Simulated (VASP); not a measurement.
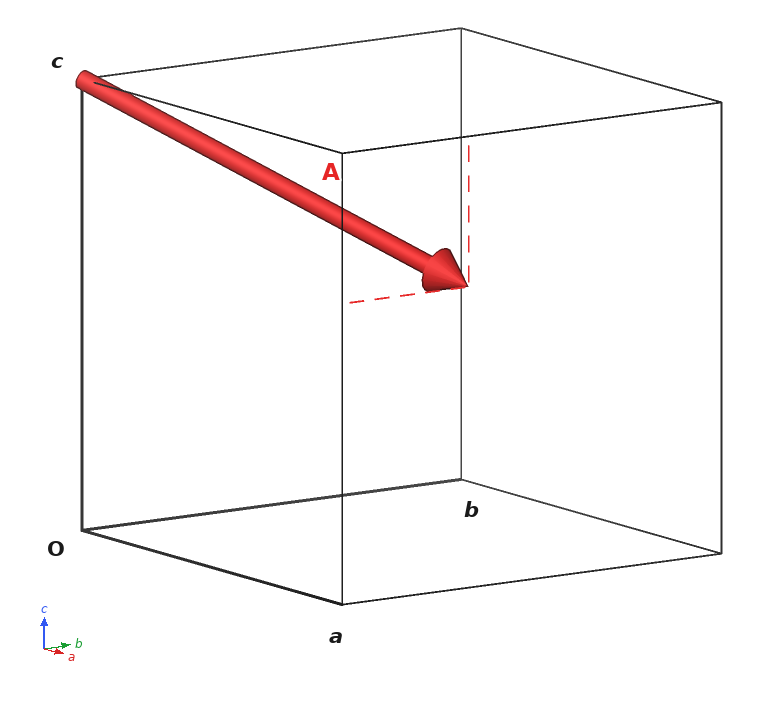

Crystal: CoSi, the end point of a relaxation with VASP, VASP Kohn-Sham DFT of a periodic cell, BLYP with D4, VASP PAW PBE potentials, recommended. The arrow starts at a corner of the unit cell and ends on its surface; where a tip isn't a corner, dashed lines run from it parallel to the axes. All values are computed from the atomic coordinates in the standard setting (tolerance 0.002 Å).

a = 4.401 Å, b = 4.401 Å, c = 4.401 Å, α = 90.00°, β = 90.00°, γ = 90.00°.

Index the direction.

Arrow A runs from (0, 0, 1) to (1, 1/3, 2/3), so [3 1 −1].

How long is the vector ua + vb + wc?

14.597 Å.
